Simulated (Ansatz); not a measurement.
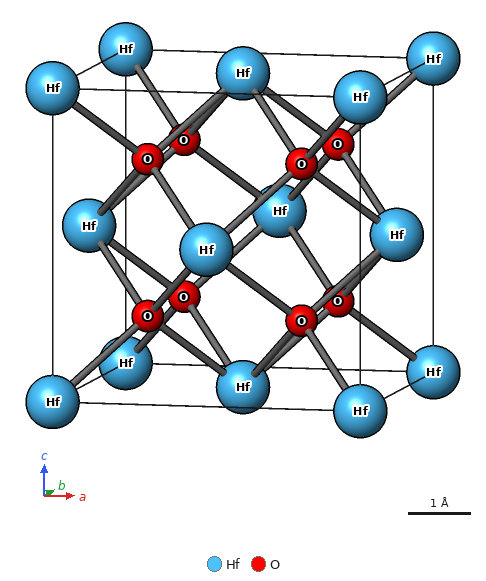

Normal modes of crystalline HfO2 relaxed at −1 GPa, space group Fm-3m (No. 225), at the zone centre. The picture is a ball-and-stick view of the conventional cell (4 times the calculation's cell), seen slightly off an axis. Lengths and directions refer to the drawn axes.

Theory: DFT PBE, scalar-relativistic, plane waves, PAW in Ansatz 0.2.0. Settings: plane-wave cutoff 420 eV; k-point mesh 8 × 8 × 8; occupations fixed; target pressure -1 GPa; no spin polarisation.

Frequencies are those without the non-analytic (LO–TO) term.

Give the spectrum at this point.

The calculation's cell holds 3 atoms, so there are 6 optical modes, in 2 levels. The optical modes span T₁u + T₂g. No level is unstable.

| level | symmetry | frequency (cm⁻¹) | activity |
| --- | --- | --- | --- |
| 1 | T₁u | 212 | infrared-active |
| 2 | T₂g | 560 | Raman-active |

The modes drawn as arrows (one member of each degenerate set):

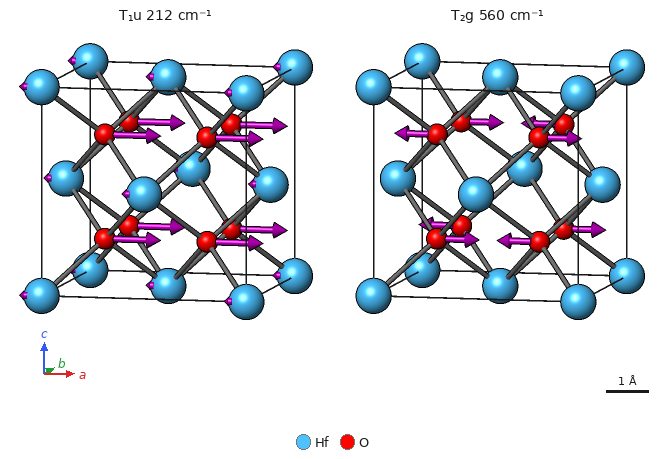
